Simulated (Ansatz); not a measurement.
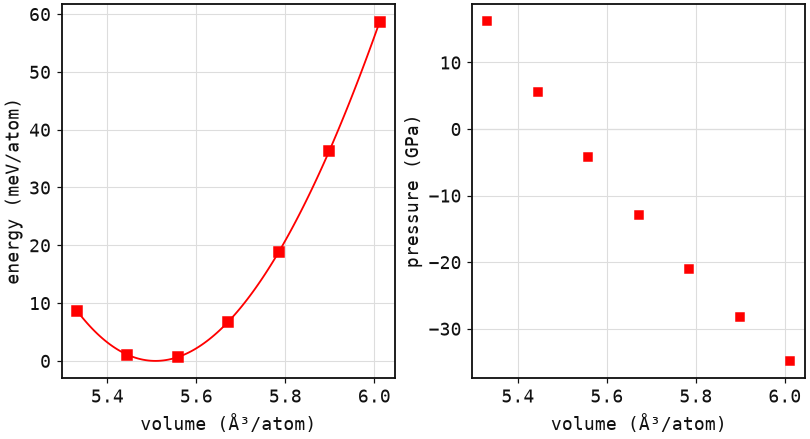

Plotted: energy and pressure against volume for C, space group Fd-3m (No. 227).

The given structure:
```cif
data_structure
_symmetry_space_group_name_H-M 'P 1'
_symmetry_Int_Tables_number 1
_cell_length_a 2.5221
_cell_length_b 2.5221
_cell_length_c 2.5221
_cell_angle_alpha 60.000
_cell_angle_beta 60.000
_cell_angle_gamma 60.000
_cell_volume 11.34
loop_
_atom_site_label
_atom_site_type_symbol
_atom_site_fract_x
_atom_site_fract_y
_atom_site_fract_z
_atom_site_occupancy
C1 C 0.75000 0.75000 0.75000 1
C2 C 0.50000 0.50000 0.50000 1
```

Calculation (Ansatz 0.2.0): all-electron LAPW DFT, no spin polarisation; energies at scaled volumes of the given cell, shape and fractions fixed, counted from the fit's minimum, third-order Birch-Murnaghan fit. Level: LDA.

- k mesh: 13×13×13
- occupations: Gaussian
- smearing width: 0.05 eV
- potentials: all electron LAPW, scalar relativistic
- program settings: basis error eV/atom 0.001

Question: Give the fitted equation-of-state parameters.

Answer: A third-order Birch–Murnaghan fit gives V0 = 5.51 Å³/atom, B0 = 468 GPa and B′ = 3.7.

Question: What does the pressure do across the range?

Answer: It falls from 16.16 GPa at volume 5.3315 Å³/atom to −34.85 GPa at 6.0122 Å³/atom, and changes sign near 5.51 Å³/atom.

The computed values:

```
volume (Å³/atom)  energy (meV/atom)  pressure (GPa)
          5.3315               8.69           16.16
          5.4450               1.07            5.50
          5.5584               0.66           -4.18
          5.6718               6.79          -12.98
          5.7853              18.85          -20.98
          5.8987              36.32          -28.25
          6.0122              58.69          -34.85
```
